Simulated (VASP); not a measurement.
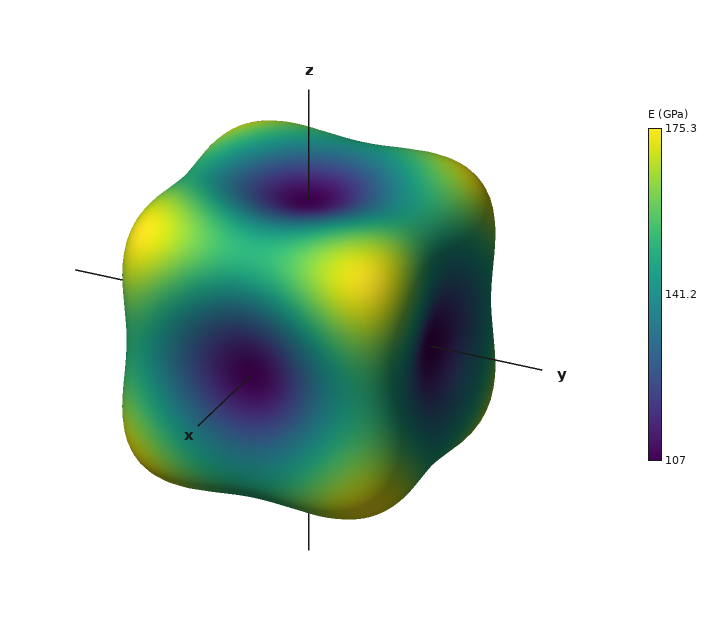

The picture above shows the Young's modulus as a surface whose radius and colour give its value in each direction for GaP, space group F-43m (No. 216).

Structure:
```yaml
crystal:
  lattice:
    - [0.00000, 2.72525, 2.72525]
    - [2.72525, 0.00000, 2.72525]
    - [2.72525, 2.72525, 0.00000]
  atoms:
    - { symbol: Ga, position: [0.00000, 0.00000, 0.00000] }
    - { symbol: P, position: [0.75000, 0.75000, 0.75000] }
```

Method: plane-wave DFT, no spin polarisation; elastic constants in Voigt order on the axes of the given cell (VASP 6.6.1). Level: r2SCAN.

```csv
setting,value
k mesh,6×6×6
occupations,Gaussian
smearing width,0.05 eV
potentials,"VASP PAW PBE potentials, recommended"
wave cutoff,600 eV
read at,relaxed atoms
```

The cell shown is the relaxed one, at which the result was read.

> Between which limits does E lie over all directions?

Over all directions E runs from 107 to 175 GPa, a ratio of 1.64.

> What is E along the Cartesian axes and along their diagonal?

E is 107 GPa along x, y and z alike, and 175 GPa along the body diagonal x + y + z.
